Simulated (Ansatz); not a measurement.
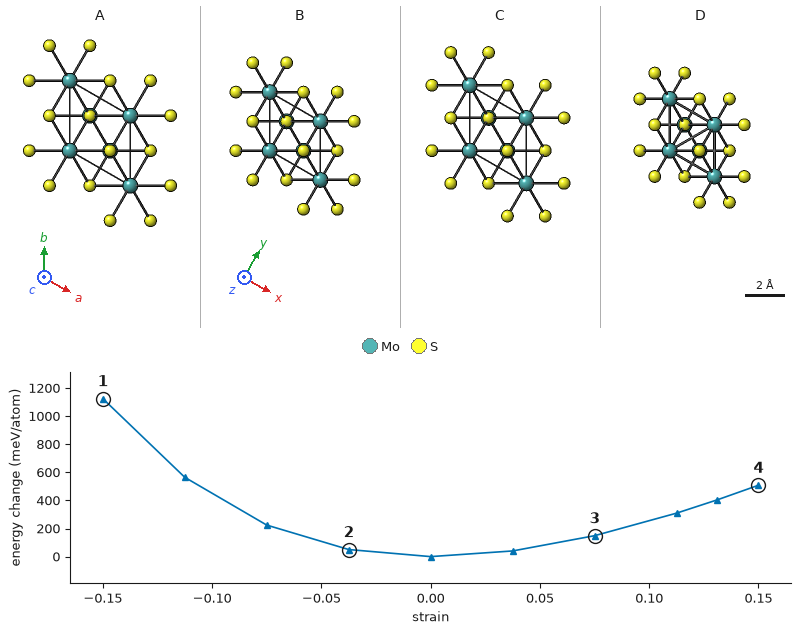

Crystalline MoS₂ (R-3m): the cell is strained equally along x and y, with the atoms kept at their fractional coordinates. x, y and z are the Cartesian axes of the input. The frames are shuffled; the numbered points of the plot belong to them. The picture is a ball-and-stick view of the conventional cell (3 times the calculation's cell), seen along the c axis. Lengths and directions refer to the drawn axes.

The calculation used Ansatz 0.2.0, DFT PBE+D3(BJ), scalar-relativistic, plane waves, PAW. Set-up: plane-wave cutoff 420 eV; k-point mesh 18 × 18 × 18; occupations gaussian; smearing width 0.15 eV; no spin polarisation. Energies (free energies at the smearing named) are counted from the relaxed crystal.

Question: Match the frames to the points.

Answer: Point 1 is frame D (the strain −0.15, 1125 meV/atom); 2 is frame B (the strain −0.0375, 50 meV/atom); 3 is frame C (the strain 0.075, 149 meV/atom); 4 is frame A (the strain 0.15, 508 meV/atom). The lowest computed point lies at the strain 0.00 (0 meV/atom). The distortion keeps the space group R-3m. At the strain −0.15 the cell of the drawing goes a 3.133 → 2.663 Å, b 3.133 → 2.663 Å.
